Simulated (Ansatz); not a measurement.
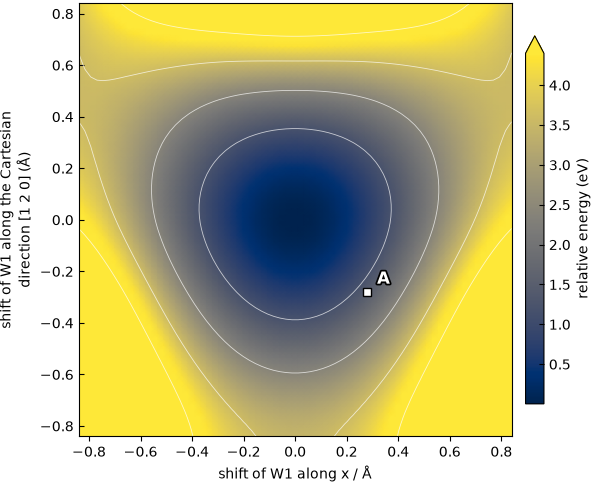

WSe₂ (P6_3/mmc, No. 194; 6 atoms in the cell). One atom moved over a plane, all else fixed (x along [1 0 0], y along [1 2 0], z along [0 0 1] of the conventional cell). First axis: shift of W1 along x. Second axis: shift of W1 along the Cartesian direction [1 2 0]. Nothing is relaxed (all other atoms fixed). Grid: 7 × 7 points; 28 points were computed and 21 follow by symmetry. Points are written as (first, second). Energies: eV per cell, counted from the lowest grid point. The band gap closes in part of the range. These are results of DFT PBE+D3(BJ), scalar-relativistic, plane waves, PAW in Ansatz, not measurements. Settings: cutoff 420 eV, k-mesh 9×9×2 in the order of the run's cell vectors, gaussian smearing 0.05 eV, no spin polarisation.

In the figure: a smooth colour map with a few white contour lines, one colour for all values above the top of the scale, the point A. Between grid points the surface is interpolated.

Q: Is A at rest? If not, where is it pushed?

A: A, at (0.28 Å, −0.28 Å), is not a stationary point. The computed force is 7.3 eV/Å in the plane, pointing up and left in the picture (components −5.6 and 4.6 eV/Å).

PAW datasets: the set soft_1.
